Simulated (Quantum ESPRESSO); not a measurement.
# SiC (Moissanite 3C): the LO frequency by hand

How high does the longitudinal optical mode of SiC (Moissanite 3C) lie, given the transverse one, the Born charge and ε∞?

Calculated with Quantum ESPRESSO 7.5; DFT LDA, scalar-relativistic, plane waves, PseudoDojo norm-conserving pseudopotentials.

## (1) The relaxed structure

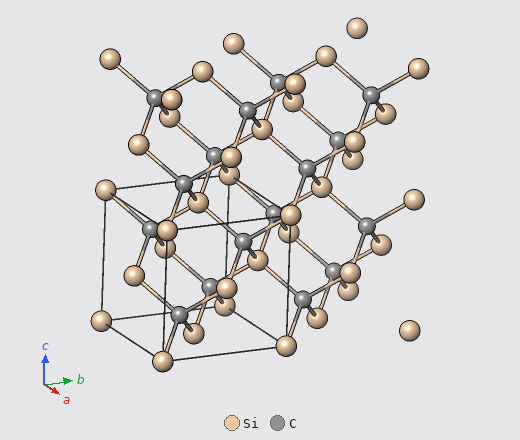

Start, viewed slightly off an axis; silicon light orange, carbon grey. 1×2×2 cells are drawn. This picture shows the conventional cell, with its axes. Bonds to atoms that aren't drawn are left out. Some periodic images of atoms are drawn too.

This is the cell after its relaxation at this level of theory, not the database cell from which that began.

## (2) What the response run gave

A linear-response run on the relaxed cell, with the response to an electric field; only its zone-centre results are used. Cutoff 90 Ry, k mesh 12×12×12.

The log of the run:

```text
[banners, grids, parts of the stress and lines that vanish by symmetry left out]
Program PHONON v.7.5
     Reading xml data from directory:

[...]
Exchange-correlation= PW
                           (   1   4   0   0   0   0   0)
[...]
(   8 q-points):
[...]
kinetic-energy cut-off    =      90.0000  Ry
     charge density cut-off    =     360.0000  Ry
     convergence threshold     =      1.0E-18
[...]
Exchange-correlation= PW
                           (   1   4   0   0   0   0   0)
[...]
q = (   0.0000000   0.0000000   0.0000000 )
     25 Sym.Ops. (with q -> -q+G )
     G cutoff =  609.2840  (  15665 G-vectors)     FFT grid: ( 36, 36, 36)
     number of k points=    72
[...]
Mode symmetry, T_d (-43m)  point group:
[...]
Dielectric constant
[...]
End of electric fields calculation
          Dielectric constant in cartesian axis
          (       6.878850932       0.000000000      -0.000000000 )
          (       0.000000000       6.878850932      -0.000000000 )
          (      -0.000000000      -0.000000000       6.878850932 )
          Effective charges (d Force / dE) in cartesian axis without acoustic sum rule applied (asr)
           atom    1  Si    Mean Z*:        2.72195
      Ex  (        2.72195       -0.00000        0.00000 )
      Ey  (       -0.00000        2.72195        0.00000 )
      Ez  (        0.00000        0.00000        2.72195 )
           atom    2  C     Mean Z*:       -2.72347
      Ex  (       -2.72347       -0.00000        0.00000 )
      Ey  (        0.00000       -2.72347        0.00000 )
      Ez  (       -0.00000       -0.00000       -2.72347 )
          Effective charges Sum: Mean:       -0.00151
[...]
Effective charges (d Force / dE) in cartesian axis with asr applied:
           atom    1  Si    Mean Z*:        2.72271
[...]
atom    2  C     Mean Z*:       -2.72271
[...]
Representation #   1 modes #   1   2   3
[...]
End of self-consistent calculation
     Convergence has been achieved
     Representation #   2 modes #   4   5   6
[...]
End of self-consistent calculation
     Convergence has been achieved
[...]
Dielectric constant in cartesian axis
          (       6.878850932       0.000000000      -0.000000000 )
          (       0.000000000       6.878850932      -0.000000000 )
          (      -0.000000000      -0.000000000       6.878850932 )
          Effective charges (d Force / dE) in cartesian axis without acoustic sum rule applied (asr)
           atom    1  Si    Mean Z*:        2.72195
[...]
Mode symmetry, C_s (m)     point group:
[...]
q = (    0.750000000  -0.250000000   0.750000000 )
[...]
Mode symmetry, C_s (m)     point group:
     freq (   1-   1) =        328.7  [cm-1]   --> A''
     freq (   2-   2) =        405.7  [cm-1]   --> A'
     freq (   3-   3) =        544.3  [cm-1]   --> A'
     freq (   4-   4) =        769.5  [cm-1]   --> A''
     freq (   5-   5) =        777.4  [cm-1]   --> A'
     freq (   6-   6) =        864.2  [cm-1]   --> A'
[...]
Mode symmetry, C_s (m)     point group:
[...]
q = (    0.500000000   0.000000000   0.500000000 )
[...]
Mode symmetry, C_s (m)     point group:
     freq (   1-   1) =        288.8  [cm-1]   --> A''
     freq (   2-   2) =        399.5  [cm-1]   --> A'
     freq (   3-   3) =        489.2  [cm-1]   --> A'
     freq (   4-   4) =        765.8  [cm-1]   --> A''
     freq (   5-   5) =        788.7  [cm-1]   --> A'
     freq (   6-   6) =        882.0  [cm-1]   --> A'
[...]
Mode symmetry, D_2d (-42m) point group:
[...]
Representation #   3 modes #   3   4
[...]
Convergence has been achieved
     Representation #   4 modes #   5   6
[...]
Convergence has been achieved
[...]
q = (    0.000000000  -1.000000000   0.000000000 )
[...]
freq (    5) =      23.049196 [THz] =     768.838425 [cm-1]
     freq (    6) =      24.901877 [THz] =     830.637222 [cm-1]
[...]
Mode symmetry, D_2d (-42m) point group:
     freq (   1-   2) =        366.4  [cm-1]   --> E    X_5  W_3
     freq (   3-   3) =        634.7  [cm-1]   --> B_2  X_3  W_2
     freq (   4-   5) =        768.8  [cm-1]   --> E    X_5  W_3
     freq (   6-   6) =        830.6  [cm-1]   --> A_1  X_1  W_1
[...]
Mode symmetry, S_4 (-4)    point group:
[...]
Convergence has been achieved
[...]
Convergence has been achieved
[...]
Convergence has been achieved
[...]
Convergence has been achieved
     Representation #   5 mode #   5
[...]
End of self-consistent calculation
     Convergence has been achieved
     Representation #   6 mode #   6
[...]
End of self-consistent calculation
     Convergence has been achieved
[...]
q = (   -0.500000000  -1.000000000   0.000000000 )
[...]
freq (    1) =      12.076431 [THz] =     402.826385 [cm-1]
     freq (    2) =      13.913868 [THz] =     464.116668 [cm-1]
     freq (    3) =      16.123881 [THz] =     537.834778 [cm-1]
     freq (    4) =      22.311133 [THz] =     744.219298 [cm-1]
     freq (    5) =      23.393584 [THz] =     780.325971 [cm-1]
     freq (    6) =      25.815766 [THz] =     861.121260 [cm-1]
[...]
Mode symmetry, S_4 (-4)    point group:
     freq (   1-   1) =        402.8  [cm-1]   --> B    W_3
     freq (   2-   2) =        464.1  [cm-1]   --> E*   W_2
     freq (   3-   3) =        537.8  [cm-1]   --> E    W_4
     freq (   4-   4) =        744.2  [cm-1]   --> A    W_1
     freq (   5-   5) =        780.3  [cm-1]   --> E*   W_2
     freq (   6-   6) =        861.1  [cm-1]   --> B    W_3

   JOB DONE.
```

```csv
quantity,value
cell volume Ω (Å³),20.233
mass of Si (u),28.085
mass of C (u),12.011
"Born charge of Si, raw (e)",2.722
"Born charge of C, raw (e)",-2.724
ε∞,6.879
ω(TO) after the sum rule (cm⁻¹),798.1
```

## (3) The calculation

The charges must sum to zero over the cell; taking off their mean, -0.001 e, leaves Z* = 2.723 e on Si. In the polar mode Si moves against C, so the reduced mass is μ = 28.09 × 12.01 / 40.10 = 8.413 u.

A longitudinal wave builds up a field that adds to the restoring force: ω(LO)² = ω(TO)² + 4π Z*² / (μ Ω ε∞), in Hartree atomic units. With μ = 15336 electron masses and Ω = 136.54 bohr³ the second term is 6.4675e-06 Ha², or 311535 cm⁻² (1 Ha = 219474.6 cm⁻¹).

So ω(LO) = √(636964 + 311535) = 973.9 cm⁻¹, and by the Lyddane-Sachs-Teller relation ε₀ = ε∞ (ω(LO)/ω(TO))² = 10.24.

## (4) Check against the program

The analysis program adds the same non-analytic term to the full matrix, here for q along (1 0 0).

The log of the run:

```text
[banner, memory and clock lines left out]
Program DYNMAT v.7.5

     Reading Dynamical Matrix from file x.dyn1
     ...Force constants read
     ...epsilon and Z* read

     Polarizability (A^3 units)
     multiply by 0.337882 for Clausius-Mossotti correction
         9.465455    0.000000   -0.000000
         0.000000    9.465455   -0.000000
        -0.000000   -0.000000    9.465455

     IR activities are in (D/A)^2/amu units

# mode   [cm-1]    [THz]      IR
    1     -0.00   -0.0000    0.0000
    2      0.00    0.0000    0.0000
    3      0.00    0.0000    0.0000
    4    798.10   23.9265   20.3291
    5    798.10   23.9265   20.3291
    6    973.91   29.1970   20.3291
```

ε₀ comes from the program's run without a direction of q.

```csv
quantity,by hand,program
ω(LO) (cm⁻¹),973.9,973.9
ε₀,10.24,10.24
```

## (5) Outcome

| Property | Result |
| --- | --- |
| TO mode | 798.1 cm⁻¹ |
| LO mode | 973.9 cm⁻¹ |
| static dielectric constant | 10.24 |

What this shows: The LO mode of SiC (Moissanite 3C) lies at 974 cm⁻¹, 176 cm⁻¹ above the TO mode; the formula meets the program within 0.1 cm⁻¹, as it must for a cubic crystal with one polar mode. ω(LO)² − ω(TO)² goes with Z*²/ε∞: an error of 5 % in ε∞ would move the LO mode by 7.6 cm⁻¹, and semilocal functionals tend to overestimate ε∞. These are harmonic values at zero temperature, at the volume of this functional, for the structure held cubic; stability elsewhere in the zone is no part of this calculation.

[Host names and launcher messages were left out of these logs when they were recorded.]

[Logs are printed without paths, hosts, clocks, repeated set-up lines and the standing remarks that a program may print on its own settings, such as how far it seeks lower states.]

[Hosts, paths, dates, database ids (printed as entryN), source tags and the programs' standing remarks are cut or masked in the printed files.]
